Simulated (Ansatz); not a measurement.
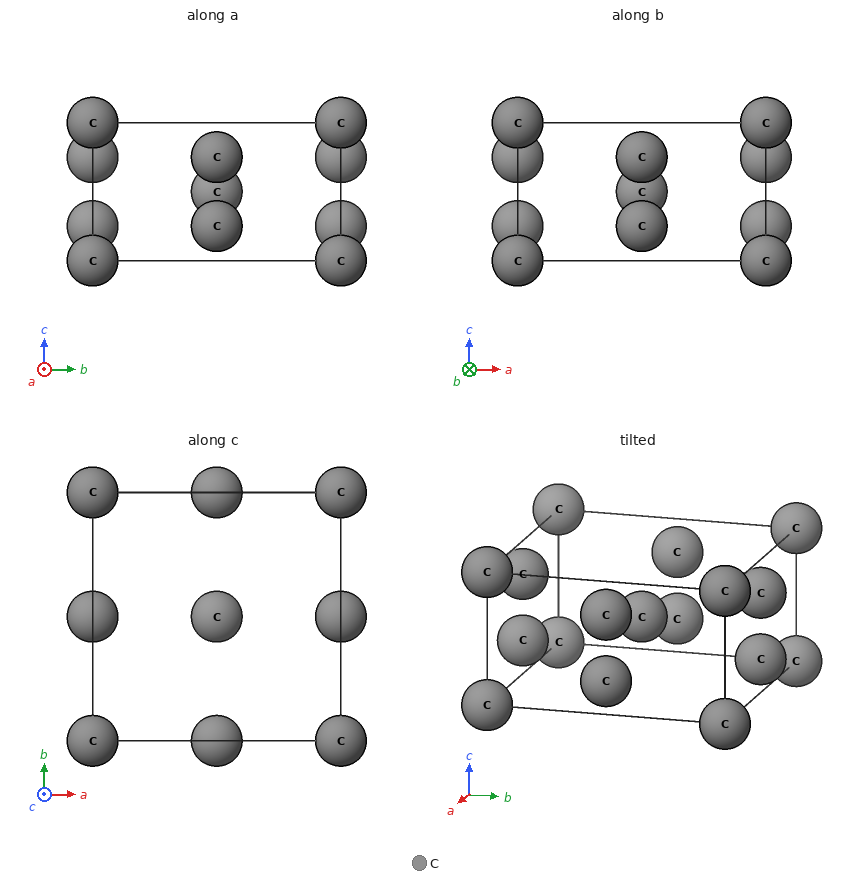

A spheres-only rendering, viewed along the a axis, along the b axis, along the c axis and slightly off an axis. The lines enclose the conventional unit cell; boundary atoms appear with their images.

Lattice parameters: a = 4.6787 Å, b = 4.6787 Å, c = 2.5976 Å, α = 90.000°, β = 90.000°, γ = 90.000°.

Q: Write down what is shown as a CIF with its space group and independent sites.

A:
```cif
data_structure
_symmetry_space_group_name_H-M 'I 4/m m m'
_symmetry_Int_Tables_number 139
_cell_length_a 4.6787
_cell_length_b 4.6787
_cell_length_c 2.5976
_cell_angle_alpha 90.000
_cell_angle_beta 90.000
_cell_angle_gamma 90.000
_cell_volume 56.86
loop_
_atom_site_label
_atom_site_type_symbol
_atom_site_symmetry_multiplicity
_atom_site_Wyckoff_symbol
_atom_site_fract_x
_atom_site_fract_y
_atom_site_fract_z
_atom_site_occupancy
C1 C 4 d 0.5000 0.0000 0.2500 1
C2 C 2 a 0.0000 0.0000 0.0000 1
```

Provenance: a random cell made by a generator, so it need not be a real form of the element. A relaxation with DFT PBE, scalar-relativistic, plane waves, PAW (Ansatz 0.2.0) gave the geometry drawn.
